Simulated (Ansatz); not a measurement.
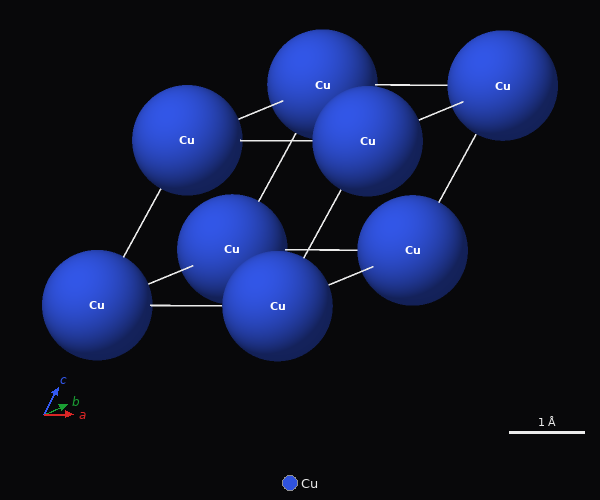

Fig. 1: The structure as given in the input (spheres-only view of the reduced cell, seen at an oblique angle).

## Cu: band-structure calculation

- system: Cu (1 atom in the cell)
- method: DFT, PBE, all-electron LAPW, scalar-relativistic, no spin polarisation (Ansatz 0.2.0)

The structure derives from an entry of the Crystallography Open Database. It belongs to a series of runs on one base structure; here: equal xy, yz and zx shear strains of +1 %.

Input
```yaml
crystal:
  lattice:
    - [0.018075, 1.8165375, 1.8165375]
    - [1.8165375, 0.018075, 1.8165375]
    - [1.8165375, 1.8165375, 0.018075]
  atoms:
    - { symbol: Cu, position: [0.0, 0.0, 0.0] }
kpoints:
  mp_grid: { grid: [19, 19, 19] }
  band_path:
    path:
      - [0.0, 0.0, 0.0]
      - [0.5, 0.5, 0.5]
      - [0.247543133, 0.5, 0.752456867]
      - [-0.247543133, 0.247543133, 0.5]
      - [0.0, 0.0, 0.5]
      - [0.0, 0.0, 0.0]
      - [-0.3737715665, 0.0, 0.3737715665]
      - [0.0, 0.3737715665, 0.6262284335]
      - [0.0, 0.5, 0.5]
    npoints: 5
scf:
  occupations: { method: fermi_dirac, width: 0.08 }
hamiltonian:
  xc: pbe
  pseudopotentials: { kind: all_electron, lapw: { basis_error: 0.00025 } }
output:
  forces: true
  stress: true
  eigenvalues: true
```

Machine: 1 thread of Intel Xeon (Sapphire Rapids), 64 GiB of memory available, shared host.

Launched with:
```bash
ansatz run input.yaml --threads 1 --pin off --max-ram 3072MiB --backend cpu --events-out ev --progress --plain --runs-dir out
```

What the program printed
```
LAPW: plane waves up to 9.509 Å⁻¹, error target 2.5e-4 eV per atom; small_component_spin mean_spin; Cu in spheres of 1.272 Å, 19 of its electrons in bands, Dirac shells [] (how accurate: hamiltonian.pseudopotentials.lapw.basis_error, Limitations)
Engine: ansatz 0.2.0, x86_64-unknown-linux-gnu
Pseudopotentials: kind: all_electron
Pseudopotential: Cu, LAPW, valence charge 19, lapw/all_electron/scalar/gaussian/Cu, Koelling and Harmon's equation, gaussian nucleus
Functional definition: PBE
  parameter kappa = 0.804
  parameter beta = 0.06672455060314922
  exchange = pbe_x(kappa = kappa, mu = beta*pi^2/3)
  correlation = pbe_c(beta = beta)
Crystal: 1 atoms, lattice volume = 11.810 Å³
Basis set: ecut = 344.5136213370066 eV, 169 PW (Γ), exchange–correlation at level 2
Bands: 14, of which v1, the nominal top of the filled ones, is band 10 counted from 1 (9 counted from 0)
Symmetry: 12 space group operations
Space group: R-3m (ITA 166), of the structure as read, at distance tolerance 2.3e-5 Å
k-points: 670 of 6859
Non-local potential: Cu, projectors of the file, none
Initial density: superposition of atomic densities (chi_scale 0.1, normalization cell)
Initial wavefunctions: plane waves of lowest kinetic energy (no species holds an atomic orbital)
Functional: x = pbe(κ = 0.804, μ = 0.2195149727645171), c = pbe(β = 0.06672455060314922)
iter 1 solved again at ethr=6.33e-4 eV; its pass at ethr=1.00e-1 eV (dr2=1.20e-1 eV) is discarded
SCF iter   1: F=—  HF=-45035.175372 eV  |F-HF|=—  |Δ(HF+E_count)|=         —  Δρ=4.65e-2  dr2=1.21e-1  ethr=6.33e-4  ⟨swp⟩=2.7  Hψ=66943  notcnv=0
preconditioner: auto → none  [metal: Δε(μ)=0.052 eV  Ē_g=15.924 eV  σ=0.080 eV  W_gap=0.16  n_scr=0 (ndim 8)  ℏωp=35.8 eV  f_vac=0.000  D(μ)=0.41/eV (n_scr^D=0)]
SCF iter   2: F=—  HF=-45035.995835 eV  |F-HF|=—  |Δ(HF+E_count)|=   8.20e-1  Δρ=2.82e-2  dr2=4.58e-2  ethr=6.33e-4  ⟨swp⟩=3.0  Hψ=31306  notcnv=0
iter 3 solved again at ethr=1.58e-6 eV; its pass at ethr=2.41e-4 eV (dr2=3.00e-4 eV) is discarded
SCF iter   3: F=—  HF=-45034.383004 eV  |F-HF|=—  |Δ(HF+E_count)|=    1.61e0  Δρ=2.08e-3  dr2=2.99e-4  ethr=1.58e-6  ⟨swp⟩=2.5  Hψ=47824  notcnv=0
SCF iter   4: F=—  HF=-45034.300256 eV  |F-HF|=—  |Δ(HF+E_count)|=   8.27e-2  Δρ=4.93e-3  dr2=1.30e-3  ethr=1.57e-6  ⟨swp⟩=3.0  Hψ=29239  notcnv=0
SCF iter   5: F=—  HF=-45034.293188 eV  |F-HF|=—  |Δ(HF+E_count)|=   7.07e-3  Δρ=8.17e-4  dr2=3.37e-5  ethr=1.57e-6  ⟨swp⟩=2.6  Hψ=25993  notcnv=0
SCF iter   6: F=—  HF=-45034.293035 eV  |F-HF|=—  |Δ(HF+E_count)|=   1.54e-4  Δρ=2.07e-5  dr2=3.02e-8  ethr=1.77e-7  ⟨swp⟩=2.0  Hψ=25221  notcnv=0
SCF iter   7: F=-45034.293035 eV  HF=-45034.293035 eV  |F-HF|=2.54e-8  |Δ(HF+E_count)|=   8.49e-8  Δρ=3.69e-6  dr2=1.05e-9  ethr=1.59e-10  ⟨swp⟩=3.0  Hψ=27756  notcnv=0
SCF 1 converged in 7 iterations: F = -45034.293035 eV  dr2 = 1.05e-9
```

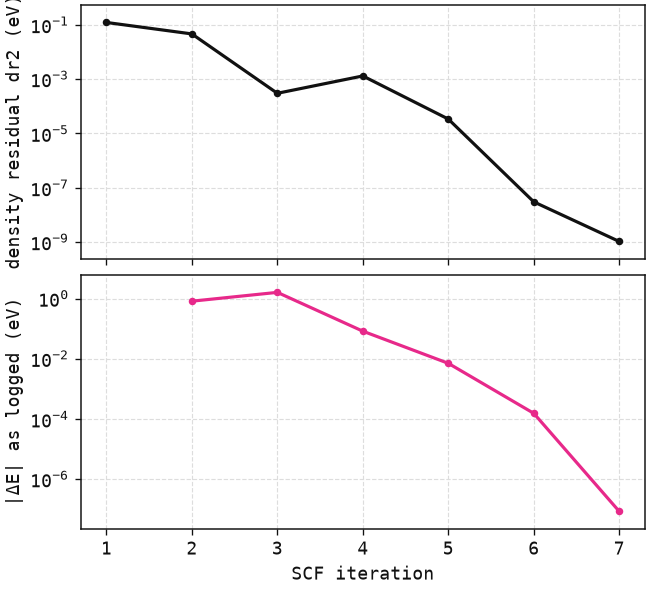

Fig. 2: Convergence of the self-consistent field: density residual dr2 and size of the energy change against the SCF iteration. The residual comes down, with one marked jump up, by a factor of about 4, at step 4.

```
NSCF: frozen V_eff on 41 k-points
SCF converged after 7 iterations
Free energy (F): -45034.293035 eV
Harris-Foulkes:  -45034.293035 eV  (|F-HF|=2.54e-8)
Internal energy: -45034.285842 eV  (E = F + TS)
E sigma→0 (E₀):  -45034.289439 eV
Entropy (-TS):   -0.007192 eV (-7.192 meV/atom)
Fermi energy:    16.655441 eV
--- Per-component energies (eV) ---
  E_band       = -362.420316
  E_kinetic    = 45808.576296
  E_xc         = -1840.649522
  E_electrostatic = -89002.212617  (all electrons and nuclei)
  E_smearing   = -0.007192  (= −TS)
  E_closure    = 0.000000  (closes the sum)
  E_atoms      = -45030.532457  (free atoms, spherical and without spin; not in F)
  Σ components = -45034.293035   (vs F -45034.293035, Δ=0.00e0)
  Basis errors (estimates in eV, not in F): energy 5.1e-5 per atom: plane waves 4.5e-5 (2.3e-5 summed), levels above the bands 9.7e-112, relativity 7.5e-9, radial functions 6.0e-6, core shells 1.4e-11; eigenvalues (radial functions only) 4.9e-7; not estimated: angular momenta, meshes, grids; target (lapw.basis_error) 2.5e-4; muffin-tin radii Cu 1.272 Å
--- Forces (eV/Å), atoms counted from 1 ---
  atom   1  Cu     0.00000000     0.00000000     0.00000000
  max |Σ_I F_I| component: 8.22e-33 eV/Å
--- Stress (GPa, compression-positive) ---
        1.744255      -0.762846      -0.762846
       -0.762846       1.744255      -0.762846
       -0.762846      -0.762846       1.744255
  P = ⅓ Tr σ = 1.7443 GPa (17.443 kbar)
--- Band table (eV; the first three rows and the last of 670) ---
  k-point 0: bands = ["-95.9699", "-53.2852", "-53.2852", "-53.2806", "7.2026", "13.5527", "13.6293", "13.6293", "14.4392", "14.4392", "39.1591", "41.3903", "42.0744", "42.0744"]
  k-point 1: bands = ["-95.9695", "-53.2880", "-53.2857", "-53.2812", "7.3045", "13.5656", "13.6134", "13.6506", "14.4306", "14.4306", "38.6957", "40.4614", "41.2363", "41.7092"]
  k-point 2: bands = ["-95.9684", "-53.2965", "-53.2871", "-53.2825", "7.6070", "13.5339", "13.6348", "13.7076", "14.4114", "14.4116", "36.5628", "39.7268", "40.6263", "41.0394"]
  k-point 669: bands = ["-95.9568", "-53.3820", "-53.3022", "-53.3005", "11.5389", "13.5449", "13.6116", "14.5907", "14.9910", "15.9220", "20.1998", "36.9057", "38.3419", "38.3652"]
```

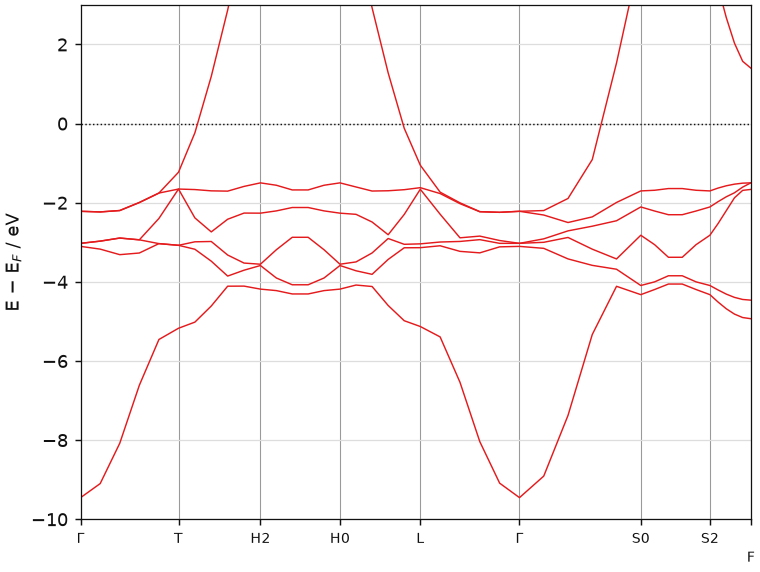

Fig. 3: Band structure along Γ–T–H2–H0–L–Γ–S0–S2–F, with energies from the Fermi level. Bands cross the Fermi level: a metal at this level of theory.

Summary

```csv
quantity,value
outcome,converged
space group (tolerance 0.01 Å),R-3m (166)
electrons in bands (core shells apart),19
free energy,−45034.2930 eV
Fermi energy,16.655 eV
pressure,1.74 GPa
electronic character,metal
largest force (length of the vector),under 0.001 eV/Å
wall time,58 s
peak memory,0.84 GiB
```
